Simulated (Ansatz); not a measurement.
## Molecular dynamics of CaO (part 4 of 4)

The same run, continued: CaO (24 atoms in the cell); DFT, PBE, plane waves, PAW, no spin polarisation (Ansatz 0.2.0); cutoff 420 eV, 2×2×2 k-mesh, Fermi–Dirac smearing of 0.086 eV. The structure was built on a prototype by a generator. The geometry comes from this level: r2SCAN. It belongs to a series of runs on one base structure; here: NVT, Langevin thermostat at 1000 K.

Geometry of the input (Å; fractional positions):
```
5.8064  0.0000  0.0000
0.0000  5.8064  0.0000
0.0000  0.0000  8.7096
Ca 0.0000  0.0000  0.0000
O  0.2500  0.2500  0.1667
Ca 0.0000  0.0000  0.3333
O  0.2500  0.2500  0.5000
Ca 0.0000  0.0000  0.6667
O  0.2500  0.2500  0.8333
Ca 0.0000  0.5000  0.0000
O  0.2500  0.7500  0.1667
Ca 0.0000  0.5000  0.3333
O  0.2500  0.7500  0.5000
Ca 0.0000  0.5000  0.6667
O  0.2500  0.7500  0.8333
Ca 0.5000  0.0000  0.0000
O  0.7500  0.2500  0.1667
Ca 0.5000  0.0000  0.3333
O  0.7500  0.2500  0.5000
Ca 0.5000  0.0000  0.6667
O  0.7500  0.2500  0.8333
Ca 0.5000  0.5000  0.0000
O  0.7500  0.7500  0.1667
Ca 0.5000  0.5000  0.3333
O  0.7500  0.7500  0.5000
Ca 0.5000  0.5000  0.6667
O  0.7500  0.7500  0.8333
```

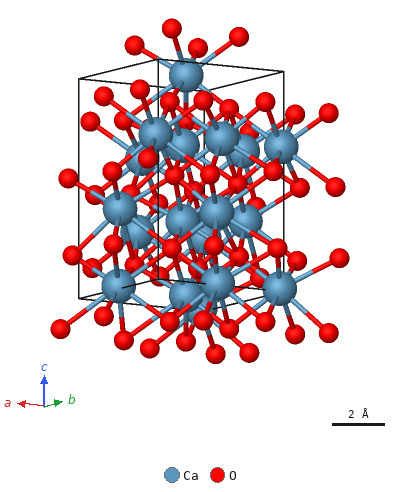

The geometry at step 25 of the log (ball-and-stick view of the cell of the calculation, seen at an oblique angle; bonded neighbours outside the cell are drawn too).

## Trajectory as extended XYZ, continued
```
24
Lattice="5.8064 0.0000 0.0000 0.0000 5.8064 0.0000 0.0000 0.0000 8.7096" Properties=species:S:1:pos:R:3:forces:R:3 step=20 time_fs=30.0 energy=-28638.53123 temperature=689.8
Ca    0.1782   -0.0064    0.1030   -1.8583  -0.8920  -2.1421
O     1.3180    1.4969    1.4097   -0.0659   0.7519   0.4259
Ca    0.0044    0.0436    2.9038    1.0036   0.0654   0.0904
O     1.5968    1.7271    4.3864   -0.5237  -0.5851  -0.2020
Ca    0.0296   -0.1191    5.7710   -0.4531   0.7165   0.8317
O     1.6667    1.3139    7.1579   -0.5320  -0.0200   0.9485
Ca   -0.1620    2.6083    0.1322   -0.3032   1.8278  -0.3532
O     1.2228    4.5989    1.3782    2.2057  -1.8419   1.2078
Ca   -0.0263    2.9329    3.1091    1.2668   1.1539  -0.9716
O     1.4018    4.5324    4.2982    0.0086   0.1626   0.1711
Ca    0.0596    2.9172    5.9343   -0.8618  -0.7514   0.2566
O     1.3964    4.1591    7.3430    0.3799   0.4645  -0.6476
Ca    2.9041   -0.1598    0.1027    1.0655   1.5427  -1.1166
O     4.1089    1.4420    1.2989    0.3855  -0.0053  -0.1127
Ca    3.1027    0.0076    2.8408   -1.2529   1.0897   0.8519
O     4.4292    1.7177    4.0652   -0.5162  -1.5245   0.9907
Ca    2.8899   -0.0021    5.8175    0.5272  -0.1142  -0.0638
O     4.5365    1.3640    7.0639    0.0299   0.7844  -0.1321
Ca    2.7830    3.0078   -0.0138   -0.1697  -1.4328   0.3509
O     4.3451    4.3886    1.4902   -0.7778  -0.3543   0.2126
Ca    2.9220    3.0317    2.8939   -0.5007  -0.7184   0.4919
O     4.2786    4.5053    4.3841    0.3852   0.2356  -0.0768
Ca    2.8206    2.8620    5.9362    1.2780   0.1047  -0.9046
O     4.3994    4.3982    7.3212   -0.7204  -0.6597  -0.1068
24
Lattice="5.8064 0.0000 0.0000 0.0000 5.8064 0.0000 0.0000 0.0000 8.7096" Properties=species:S:1:pos:R:3:forces:R:3 step=21 time_fs=31.5 energy=-28638.52602 temperature=651.0
Ca    0.1792   -0.0075    0.1051   -1.7663  -0.9763  -2.1489
O     1.3102    1.5128    1.4033   -0.0208   0.6487   0.5141
Ca    0.0140    0.0499    2.9015    0.9180   0.0933   0.0655
O     1.6027    1.7415    4.3874   -0.4966  -0.6275  -0.2145
Ca    0.0299   -0.1226    5.7650   -0.5146   0.7287   0.8965
O     1.6690    1.3071    7.1645   -0.4773  -0.0376   0.9042
Ca   -0.1726    2.5982    0.1419   -0.3165   1.9302  -0.4324
O     1.2307    4.5983    1.3820    2.1505  -1.7400   1.1628
Ca   -0.0229    2.9422    3.1186    1.3169   1.2459  -1.0544
O     1.3897    4.5456    4.3009    0.1161   0.1260   0.1521
Ca    0.0616    2.9155    5.9386   -0.8837  -0.7433   0.2976
O     1.4032    4.1442    7.3433    0.2855   0.5517  -0.6574
Ca    2.9141   -0.1607    0.1034    0.9941   1.5207  -1.1345
O     4.1059    1.4273    1.2974    0.3753   0.1058  -0.1479
Ca    3.1042    0.0100    2.8452   -1.2106   1.0829   0.8167
O     4.4429    1.7193    4.0549   -0.6351  -1.5345   1.0469
Ca    2.8862    0.0047    5.8134    0.5643  -0.1815  -0.0230
O     4.5530    1.3658    7.0480   -0.0633   0.7208  -0.0731
Ca    2.7754    3.0116   -0.0140   -0.1941  -1.4516   0.4054
O     4.3397    4.4005    1.4975   -0.6876  -0.4847   0.1892
Ca    2.9228    3.0343    2.8972   -0.4755  -0.6939   0.4387
O     4.2770    4.5208    4.3836    0.3469   0.1429  -0.0612
Ca    2.8182    2.8581    5.9385    1.3453   0.1773  -0.8402
O     4.3938    4.3899    7.3235   -0.6709  -0.6040  -0.1022
24
Lattice="5.8064 0.0000 0.0000 0.0000 5.8064 0.0000 0.0000 0.0000 8.7096" Properties=species:S:1:pos:R:3:forces:R:3 step=22 time_fs=33.0 energy=-28638.53776 temperature=652.4
Ca    0.1796   -0.0078    0.1059   -1.6248  -1.1009  -2.1017
O     1.3043    1.5291    1.3974    0.0136   0.5294   0.5980
Ca    0.0233    0.0549    2.8987    0.8379   0.1374   0.0440
O     1.6069    1.7553    4.3879   -0.4608  -0.6678  -0.2264
Ca    0.0298   -0.1271    5.7604   -0.5725   0.7581   0.9549
O     1.6689    1.3005    7.1711   -0.4198  -0.0594   0.8551
Ca   -0.1816    2.5884    0.1513   -0.3437   2.0409  -0.5141
O     1.2418    4.5958    1.3898    2.0497  -1.5865   1.0572
Ca   -0.0202    2.9532    3.1288    1.3548   1.3107  -1.1353
O     1.3774    4.5580    4.3029    0.2329   0.0896   0.1466
Ca    0.0631    2.9142    5.9413   -0.8960  -0.7408   0.3440
O     1.4111    4.1298    7.3442    0.1649   0.6423  -0.6737
Ca    2.9252   -0.1597    0.1034    0.9026   1.4714  -1.1466
O     4.1026    1.4126    1.2950    0.3832   0.2152  -0.1720
Ca    3.1057    0.0136    2.8505   -1.1699   1.0579   0.7703
O     4.4563    1.7188    4.0461   -0.7479  -1.5258   1.0786
Ca    2.8828    0.0107    5.8091    0.5892  -0.2325   0.0253
O     4.5669    1.3702    7.0314   -0.1546   0.6384  -0.0020
Ca    2.7674    3.0153   -0.0133   -0.2029  -1.4574   0.4581
O     4.3348    4.4110    1.5031   -0.5874  -0.6032   0.1835
Ca    2.9231    3.0358    2.8995   -0.4546  -0.6577   0.3849
O     4.2766    4.5359    4.3852    0.3015   0.0400  -0.0640
Ca    2.8162    2.8545    5.9403    1.4056   0.2367  -0.7671
O     4.3861    4.3818    7.3252   -0.6009  -0.5361  -0.0975
24
Lattice="5.8064 0.0000 0.0000 0.0000 5.8064 0.0000 0.0000 0.0000 8.7096" Properties=species:S:1:pos:R:3:forces:R:3 step=23 time_fs=34.5 energy=-28638.56434 temperature=680.6
Ca    0.1804   -0.0075    0.1050   -1.4517  -1.2349  -2.0109
O     1.3004    1.5463    1.3935    0.0331   0.3995   0.6627
Ca    0.0329    0.0591    2.8961    0.7534   0.1963   0.0178
O     1.6096    1.7679    4.3879   -0.4198  -0.7097  -0.2336
Ca    0.0289   -0.1324    5.7552   -0.6190   0.8031   1.0091
O     1.6671    1.2946    7.1778   -0.3511  -0.0984   0.8057
Ca   -0.1912    2.5800    0.1603   -0.3586   2.1495  -0.5910
O     1.2553    4.5922    1.4009    1.9219  -1.4005   0.9038
Ca   -0.0172    2.9657    3.1394    1.3632   1.3369  -1.2027
O     1.3668    4.5682    4.3040    0.3547   0.0621   0.1572
Ca    0.0641    2.9128    5.9430   -0.9034  -0.7416   0.3862
O     1.4183    4.1141    7.3445    0.0339   0.7522  -0.6852
Ca    2.9373   -0.1572    0.1019    0.8021   1.4003  -1.1392
O     4.0999    1.4001    1.2912    0.3909   0.3103  -0.1874
Ca    3.1057    0.0180    2.8564   -1.1182   1.0237   0.7200
O     4.4689    1.7146    4.0378   -0.8393  -1.4782   1.0827
Ca    2.8801    0.0142    5.8056    0.6003  -0.2590   0.0718
O     4.5807    1.3772    7.0145   -0.2552   0.5298   0.0790
Ca    2.7593    3.0181   -0.0123   -0.2103  -1.4529   0.5102
O     4.3304    4.4217    1.5093   -0.4815  -0.7111   0.1787
Ca    2.9231    3.0361    2.8996   -0.4323  -0.6188   0.3387
O     4.2786    4.5513    4.3899    0.2462  -0.0789  -0.0834
Ca    2.8137    2.8514    5.9415    1.4617   0.2748  -0.7000
O     4.3763    4.3736    7.3275   -0.5211  -0.4544  -0.0902
24
Lattice="5.8064 0.0000 0.0000 0.0000 5.8064 0.0000 0.0000 0.0000 8.7096" Properties=species:S:1:pos:R:3:forces:R:3 step=24 time_fs=36.0 energy=-28638.59770 temperature=695.3
Ca    0.1811   -0.0076    0.1020   -1.2399  -1.3703  -1.8787
O     1.2969    1.5640    1.3910    0.0470   0.2592   0.7102
Ca    0.0416    0.0637    2.8937    0.6807   0.2524  -0.0222
O     1.6137    1.7801    4.3867   -0.3982  -0.7639  -0.2341
Ca    0.0284   -0.1366    5.7489   -0.6539   0.8502   1.0612
O     1.6658    1.2893    7.1846   -0.2855  -0.1552   0.7563
Ca   -0.2018    2.5738    0.1688   -0.3377   2.2464  -0.6612
O     1.2718    4.5863    1.4152    1.7574  -1.1754   0.7132
Ca   -0.0133    2.9787    3.1495    1.3461   1.3450  -1.2586
O     1.3590    4.5766    4.3056    0.4619   0.0474   0.1742
Ca    0.0645    2.9122    5.9441   -0.9083  -0.7323   0.4163
O     1.4243    4.0966    7.3450   -0.0902   0.8764  -0.6873
Ca    2.9511   -0.1531    0.0991    0.6789   1.3016  -1.1154
O     4.0992    1.3893    1.2857    0.3854   0.3853  -0.1889
Ca    3.1052    0.0213    2.8626   -1.0710   0.9930   0.6661
O     4.4805    1.7096    4.0292   -0.9021  -1.4146   1.0724
Ca    2.8785    0.0163    5.8029    0.6037  -0.2838   0.1116
O     4.5940    1.3856    6.9968   -0.3591   0.4028   0.1725
Ca    2.7534    3.0194   -0.0116   -0.2341  -1.4289   0.5622
O     4.3253    4.4324    1.5167   -0.3550  -0.8111   0.1630
Ca    2.9218    3.0357    2.8987   -0.4028  -0.5786   0.2920
O     4.2815    4.5670    4.3965    0.1995  -0.2001  -0.1143
Ca    2.8104    2.8471    5.9420    1.5196   0.3168  -0.6374
O     4.3669    4.3648    7.3294   -0.4423  -0.3624  -0.0729
24
Lattice="5.8064 0.0000 0.0000 0.0000 5.8064 0.0000 0.0000 0.0000 8.7096" Properties=species:S:1:pos:R:3:forces:R:3 step=25 time_fs=37.5 energy=-28638.63548 temperature=693.5
Ca    0.1814   -0.0086    0.0982   -1.0125  -1.4913  -1.7329
O     1.2924    1.5791    1.3901    0.0569   0.1297   0.7335
Ca    0.0491    0.0692    2.8906    0.6260   0.3058  -0.0648
O     1.6187    1.7925    4.3845   -0.3942  -0.8307  -0.2298
Ca    0.0289   -0.1390    5.7426   -0.6819   0.8863   1.0986
O     1.6651    1.2853    7.1907   -0.2277  -0.2288   0.7106
Ca   -0.2130    2.5703    0.1760   -0.2825   2.3177  -0.7205
O     1.2922    4.5780    1.4306    1.5592  -0.9407   0.5108
Ca   -0.0087    2.9933    3.1586    1.3084   1.3229  -1.3024
O     1.3536    4.5832    4.3061    0.5542   0.0533   0.2027
Ca    0.0646    2.9121    5.9441   -0.9059  -0.7090   0.4355
O     1.4299    4.0785    7.3444   -0.2087   1.0086  -0.6795
Ca    2.9660   -0.1467    0.0964    0.5352   1.1708  -1.0931
O     4.1000    1.3799    1.2787    0.3715   0.4499  -0.1771
Ca    3.1046    0.0239    2.8692   -1.0343   0.9638   0.6054
O     4.4906    1.7039    4.0202   -0.9274  -1.3346   1.0454
Ca    2.8774    0.0165    5.8010    0.6078  -0.3065   0.1493
O     4.6065    1.3940    6.9778   -0.4616   0.2658   0.2790
Ca    2.7493    3.0189   -0.0104   -0.2747  -1.3756   0.6109
O     4.3196    4.4426    1.5220   -0.2054  -0.9015   0.1518
Ca    2.9208    3.0351    2.8988   -0.3761  -0.5348   0.2363
O     4.2853    4.5814    4.4018    0.1602  -0.3125  -0.1406
Ca    2.8072    2.8421    5.9420    1.5767   0.3564  -0.5736
O     4.3582    4.3553    7.3302   -0.3631  -0.2650  -0.0554
24
Lattice="5.8064 0.0000 0.0000 0.0000 5.8064 0.0000 0.0000 0.0000 8.7096" Properties=species:S:1:pos:R:3:forces:R:3 step=26 time_fs=39.0 energy=-28638.69445 temperature=718.7
Ca    0.1804   -0.0119    0.0941   -0.7865  -1.5799  -1.5805
O     1.2874    1.5922    1.3910    0.0678   0.0073   0.7411
Ca    0.0567    0.0756    2.8869    0.5781   0.3623  -0.1060
O     1.6222    1.8034    4.3827   -0.3913  -0.8953  -0.2199
Ca    0.0288   -0.1403    5.7372   -0.6946   0.9064   1.1137
O     1.6639    1.2835    7.1980   -0.1640  -0.3114   0.6524
Ca   -0.2228    2.5687    0.1812   -0.2187   2.3598  -0.7619
O     1.3160    4.5683    1.4479    1.3387  -0.7152   0.3007
Ca   -0.0034    3.0099    3.1678    1.2339   1.2510  -1.3340
O     1.3511    4.5879    4.3052    0.6273   0.0761   0.2542
Ca    0.0639    2.9108    5.9439   -0.8782  -0.6707   0.4483
O     1.4350    4.0621    7.3422   -0.3252   1.1350  -0.6636
Ca    2.9804   -0.1390    0.0934    0.3853   1.0199  -1.0655
O     4.1031    1.3735    1.2703    0.3397   0.4953  -0.1516
Ca    3.1037    0.0274    2.8764   -0.9956   0.9341   0.5256
O     4.4990    1.6942    4.0111   -0.9111  -1.2004   1.0077
Ca    2.8760    0.0150    5.7986    0.5999  -0.3139   0.1960
O     4.6184    1.4021    6.9613   -0.5655   0.1239   0.3744
Ca    2.7447    3.0158   -0.0084   -0.3122  -1.2975   0.6513
O     4.3133    4.4526    1.5271   -0.0378  -0.9784   0.1314
Ca    2.9210    3.0348    2.9001   -0.3520  -0.4869   0.1697
O     4.2901    4.5953    4.4040    0.1271  -0.4336  -0.1411
Ca    2.8057    2.8377    5.9406    1.6099   0.3833  -0.4976
O     4.3478    4.3460    7.3298   -0.2749  -0.1712  -0.0446
24
Lattice="5.8064 0.0000 0.0000 0.0000 5.8064 0.0000 0.0000 0.0000 8.7096" Properties=species:S:1:pos:R:3:forces:R:3 step=27 time_fs=40.5 energy=-28638.76500 temperature=781.2
Ca    0.1780   -0.0175    0.0891   -0.5645  -1.6336  -1.4255
O     1.2834    1.6064    1.3961    0.0731  -0.1288   0.7288
Ca    0.0656    0.0821    2.8834    0.5252   0.4202  -0.1526
O     1.6246    1.8141    4.3815   -0.3889  -0.9660  -0.1970
Ca    0.0281   -0.1407    5.7322   -0.6952   0.9222   1.1166
O     1.6627    1.2826    7.2074   -0.1070  -0.3918   0.5878
Ca   -0.2304    2.5672    0.1848   -0.1528   2.3858  -0.7844
O     1.3409    4.5565    1.4645    1.1112  -0.4930   0.1091
Ca    0.0031    3.0273    3.1771    1.1208   1.1332  -1.3532
O     1.3494    4.5908    4.3057    0.6930   0.1177   0.3048
Ca    0.0618    2.9097    5.9446   -0.8196  -0.6207   0.4490
O     1.4409    4.0472    7.3392   -0.4535   1.2511  -0.6497
Ca    2.9951   -0.1312    0.0900    0.2331   0.8592  -1.0254
O     4.1090    1.3702    1.2613    0.2881   0.5090  -0.1164
Ca    3.1024    0.0328    2.8855   -0.9412   0.8937   0.4180
O     4.5054    1.6803    4.0018   -0.8570  -1.0196   0.9652
Ca    2.8751    0.0140    5.7952    0.5776  -0.3164   0.2566
O     4.6284    1.4099    6.9469   -0.6612  -0.0184   0.4604
Ca    2.7388    3.0102   -0.0058   -0.3348  -1.2059   0.6879
O     4.3067    4.4620    1.5339    0.1353  -1.0313   0.1038
Ca    2.9223    3.0343    2.9010   -0.3245  -0.4326   0.0993
O     4.2950    4.6077    4.4062    0.0960  -0.5602  -0.1284
Ca    2.8065    2.8342    5.9384    1.6127   0.4097  -0.4168
O     4.3353    4.3374    7.3298   -0.1658  -0.0837  -0.0378
24
Lattice="5.8064 0.0000 0.0000 0.0000 5.8064 0.0000 0.0000 0.0000 8.7096" Properties=species:S:1:pos:R:3:forces:R:3 step=28 time_fs=42.0 energy=-28638.82750 temperature=818.6
Ca    0.1748   -0.0253    0.0831   -0.3551  -1.6574  -1.2817
O     1.2790    1.6211    1.4043    0.0827  -0.2690   0.7059
Ca    0.0754    0.0887    2.8802    0.4610   0.4762  -0.2036
O     1.6276    1.8241    4.3808   -0.3892  -1.0432  -0.1725
Ca    0.0277   -0.1395    5.7273   -0.6896   0.9296   1.1153
O     1.6597    1.2808    7.2178   -0.0482  -0.4737   0.5256
Ca   -0.2366    2.5657    0.1877   -0.0904   2.3977  -0.8040
O     1.3669    4.5442    1.4795    0.8854  -0.2799  -0.0544
Ca    0.0109    3.0449    3.1854    0.9953   1.0012  -1.3687
O     1.3468    4.5930    4.3076    0.7773   0.1680   0.3393
Ca    0.0581    2.9087    5.9456   -0.7419  -0.5540   0.4302
O     1.4463    4.0312    7.3347   -0.5811   1.3666  -0.6229
Ca    3.0104   -0.1222    0.0869    0.0783   0.6901  -0.9829
O     4.1159    1.3680    1.2527    0.2281   0.5024  -0.0735
Ca    3.0999    0.0391    2.8964   -0.8631   0.8385   0.3012
O     4.5117    1.6675    3.9936   -0.7969  -0.8485   0.9239
Ca    2.8746    0.0132    5.7928    0.5532  -0.3274   0.3204
O     4.6364    1.4166    6.9327   -0.7624  -0.1609   0.5538
Ca    2.7320    3.0045   -0.0020   -0.3459  -1.1063   0.7156
O     4.3003    4.4685    1.5413    0.3039  -1.0525   0.0744
Ca    2.9241    3.0336    2.9022   -0.2868  -0.3760   0.0305
O     4.3019    4.6173    4.4093    0.0393  -0.6604  -0.1198
Ca    2.8091    2.8307    5.9357    1.5949   0.4371  -0.3296
O     4.3212    4.3289    7.3291   -0.0491   0.0017  -0.0223
24
Lattice="5.8064 0.0000 0.0000 0.0000 5.8064 0.0000 0.0000 0.0000 8.7096" Properties=species:S:1:pos:R:3:forces:R:3 step=29 time_fs=43.5 energy=-28638.87795 temperature=834.4
Ca    0.1715   -0.0350    0.0772   -0.1596  -1.6527  -1.1533
O     1.2748    1.6345    1.4123    0.0890  -0.3949   0.6842
Ca    0.0858    0.0964    2.8774    0.3886   0.5247  -0.2459
O     1.6317    1.8327    4.3813   -0.4059  -1.1220  -0.1577
Ca    0.0277   -0.1377    5.7229   -0.6754   0.9228   1.1055
O     1.6536    1.2766    7.2304    0.0300  -0.5411   0.4552
Ca   -0.2429    2.5649    0.1896   -0.0198   2.3821  -0.8168
O     1.3940    4.5313    1.4954    0.6679  -0.0826  -0.2152
Ca    0.0192    3.0622    3.1917    0.8578   0.8622  -1.3684
O     1.3443    4.5950    4.3099    0.8717   0.2179   0.3623
Ca    0.0528    2.9069    5.9466   -0.6502  -0.4659   0.3795
O     1.4515    4.0158    7.3269   -0.6929   1.4673  -0.5646
Ca    3.0258   -0.1126    0.0839   -0.0758   0.5216  -0.9339
O     4.1232    1.3659    1.2452    0.1729   0.4917  -0.0356
Ca    3.0967    0.0450    2.9076   -0.7697   0.7759   0.1922
O     4.5171    1.6557    3.9878   -0.7215  -0.6836   0.8713
Ca    2.8745    0.0121    5.7913    0.5289  -0.3406   0.3777
O     4.6439    1.4220    6.9167   -0.8903  -0.3026   0.6748
Ca    2.7251    2.9996    0.0017   -0.3623  -1.0095   0.7419
O     4.2957    4.4725    1.5507    0.4611  -1.0531   0.0235
Ca    2.9259    3.0332    2.9057   -0.2371  -0.3208  -0.0427
O     4.3109    4.6235    4.4121   -0.0406  -0.7344  -0.1056
Ca    2.8120    2.8272    5.9321    1.5693   0.4589  -0.2366
O     4.3074    4.3208    7.3279    0.0637   0.0787   0.0082
24
Lattice="5.8064 0.0000 0.0000 0.0000 5.8064 0.0000 0.0000 0.0000 8.7096" Properties=species:S:1:pos:R:3:forces:R:3 step=30 time_fs=45.0 energy=-28638.91723 temperature=1007.2
Ca    0.1700   -0.0464    0.0723    0.0145  -1.6218  -1.0411
O     1.2707    1.6484    1.4206    0.0874  -0.5167   0.6614
Ca    0.0975    0.1050    2.8745    0.3005   0.5765  -0.2803
O     1.6339    1.8417    4.3842   -0.4258  -1.2115  -0.1500
Ca    0.0272   -0.1353    5.7190   -0.6555   0.9066   1.0902
O     1.6466    1.2694    7.2458    0.1129  -0.5776   0.3742
Ca   -0.2504    2.5652    0.1902    0.0528   2.3365  -0.8059
O     1.4220    4.5167    1.5124    0.4602   0.1109  -0.3691
Ca    0.0281    3.0806    3.1971    0.6907   0.7029  -1.3666
O     1.3424    4.5968    4.3127    0.9716   0.2766   0.3838
Ca    0.0469    2.9046    5.9479   -0.5495  -0.3627   0.3099
O     1.4551    4.0034    7.3168   -0.7822   1.5304  -0.4905
Ca    3.0416   -0.1028    0.0804   -0.2162   0.3453  -0.8715
O     4.1298    1.3640    1.2403    0.1277   0.4832  -0.0188
Ca    3.0933    0.0507    2.9196   -0.6584   0.7087   0.0717
O     4.5212    1.6430    3.9835   -0.6373  -0.5063   0.8194
Ca    2.8738    0.0098    5.7890    0.5038  -0.3527   0.4430
O     4.6503    1.4260    6.8997   -1.0290  -0.4401   0.8128
Ca    2.7175    2.9938    0.0040   -0.3881  -0.9068   0.7679
O     4.2933    4.4750    1.5633    0.6053  -1.0374  -0.0500
Ca    2.9266    3.0330    2.9110   -0.1683  -0.2694  -0.1322
O     4.3211    4.6281    4.4140   -0.1322  -0.8019  -0.0676
Ca    2.8158    2.8234    5.9267    1.5379   0.4804  -0.1264
O     4.2927    4.3120    7.3283    0.1772   0.1468   0.0354
```

## Results in brief

```json
{"quantity": "outcome", "value": "finished"}
{"quantity": "mean temperature over the second half", "value": "717 K"}
{"quantity": "trajectory", "value": "30 steps, 45 fs"}
{"quantity": "ensemble", "value": "nvt_langevin"}
{"quantity": "temperature in the input", "value": "1000 K"}
{"quantity": "time step", "value": "1.5 fs"}
{"quantity": "space group of the start (tolerance 0.01 Å)", "value": "Pm-3m (221)"}
{"quantity": "electrons treated", "value": "192"}
{"quantity": "potential energy (free energy of the electrons) (last step)", "value": "−28638.9172 eV"}
{"quantity": "Fermi energy (last step)", "value": "11.779 eV"}
{"quantity": "largest force (length of the vector) (last step)", "value": "2.472 eV/Å"}
{"quantity": "wall time", "value": "3.1 min (CPU time 11 min)"}
{"quantity": "peak memory", "value": "1.2 GiB"}
```

## Notes

The k-point mesh is coarse for a cell of this size, so the results may not be converged. So short a trajectory is not equilibrated. The logged temperature at the start can lie below the typed one, since it is counted over all degrees of freedom.
